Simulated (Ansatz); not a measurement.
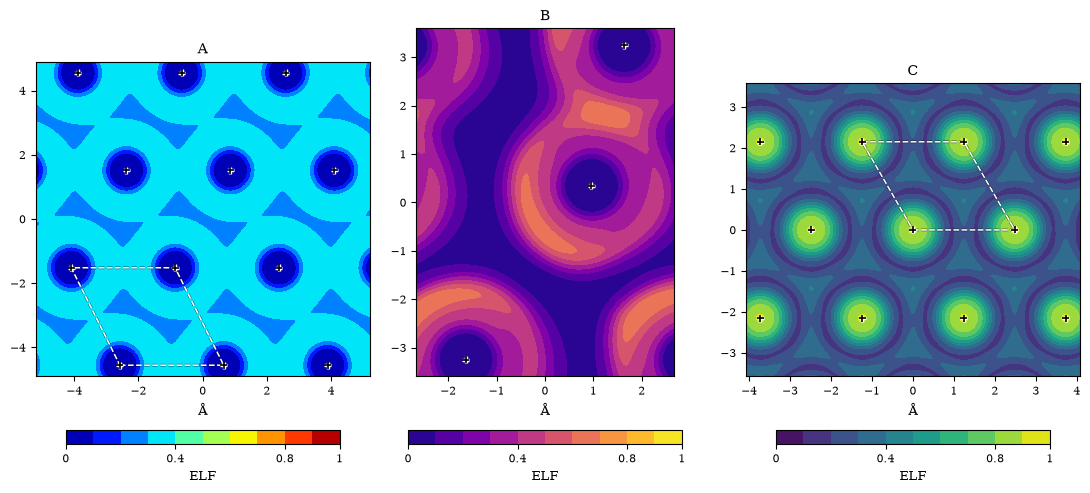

The electron localisation function of 3 systems, each on a plane through atoms (crosses mark nuclei in the plane).

Method: Kohn-Sham DFT of a periodic cell, LDA, Ansatz PAW in Ansatz 0.2.0.

System 1: Sn, the (001) plane of the conventional cell. Space group P-1; a structure from a database of computed crystals, not necessarily the ambient phase; computed pressure about −5 GPa in this cell.

```yaml
crystal:
  lattice:
    - [1.66644, -1.70779, -2.18280]
    - [1.82115, 1.73431, 2.27689]
    - [-1.69371, -1.88544, 2.29756]
  atoms:
    - { symbol: Sn, position: [0.00000, 0.00000, 0.00000] }
```

System 2: Mn, the (001) plane of the conventional cell. Space group P6₃/mmc; a structure from a database of computed crystals, not necessarily the ambient phase; computed pressure about −20 GPa in this cell; the program warned that a starting moment wasn't kept; spin-polarised, but the moments vanished.

```
Mn
1.0
     2.48365    0.00000    0.00000
    -1.24182    2.15090    0.00000
     0.00000    0.00000    4.02620
Mn
2
Direct
  0.33333 0.66667 0.25000
  0.66667 0.33333 0.75000
```

System 3: Sb, the (010) plane of the conventional cell. Space group P2₁/m; a structure from a database of computed crystals, not necessarily the ambient phase; not relaxed (largest force 0.5 eV/Å); computed pressure about −6 GPa in this cell.

**Match each panel to its system.**

Panel A is system 1, Sn: the plane holds Sn. Sn–Sn (3.23 Å): the ELF is about 0.35 at the midpoint. Panel B is system 3, Sb: the plane holds Sb. Sb–Sb (2.97 Å): the ELF peaks at about 0.70 between the atoms. Panel C is system 2, Mn: the plane holds Mn. Mn–Mn (2.48 Å): the ELF is about 0.30 at the midpoint; no shared electron pair shows on this line.
